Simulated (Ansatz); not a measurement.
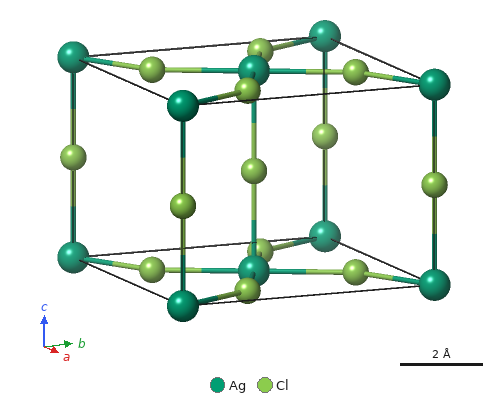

Figure: ball-and-stick view slightly off an axis. The wireframe shows the conventional unit cell. Cell: a = 6.72 Å, b = 6.72 Å, c = 5.00 Å, α = 90.00°, β = 90.00°, γ = 90.00°.

The structure comes from a structure type filled with these elements by a generator (whether the compound takes this form wasn't checked). Earlier steps of the study, as a rule a relaxation of our own, may have changed the cell and positions, so they can lie some per cent off the listed ones. Ansatz was used for an electronic-structure calculation on it.

Characterise what is shown.

The structure is one of AgCl₃. It takes space group P4/mbm (No. 127) on a primitive tetragonal lattice. Content of the cell: 2 Ag, 6 Cl (Z = 2). Ag bonds to six Cl in an octahedral arrangement at about 2.5 Å. Cl is coordinated by two Ag at about 2.5 Å. The bonds build a three-dimensional framework.

Computational set-up: DFT LDA, scalar-relativistic, plane waves, PAW (Ansatz), a basis cut at 420 eV, a 6×6×8 grid in reciprocal space, Gaussian smearing of 0.1 eV, no spin polarisation.

Predict the gap.

A metal: bands cross the Fermi level.

How are the electrons shared out in a Bader analysis?

Ag +0.81 e; Cl -0.31 to -0.25 e.

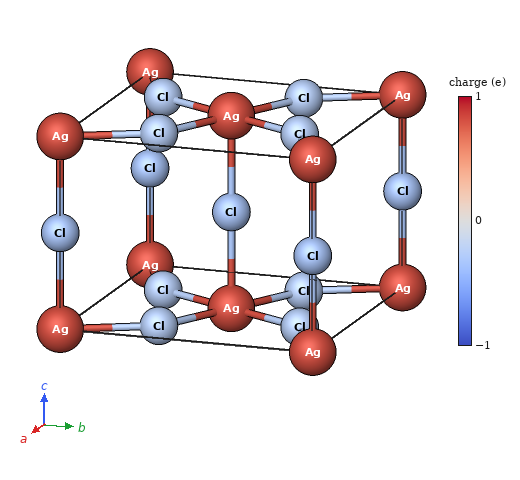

The atoms coloured by those charges. The run's cell of 8 atoms is drawn.

Can this geometry be taken as optimised?

No. The largest force is 0.16 eV/Å, on Cl. The pressure is -4.3 GPa, so the cell would contract.

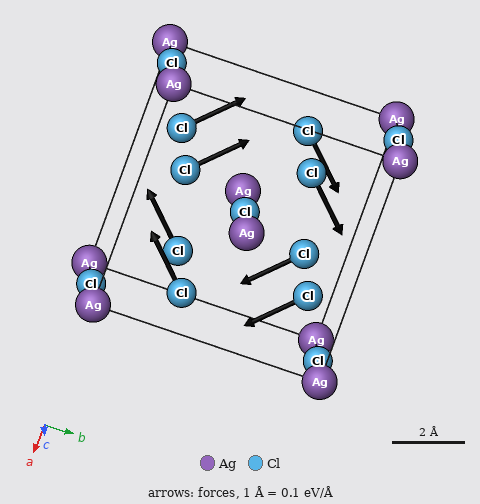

The forces as arrows. The run's cell of 8 atoms is drawn.
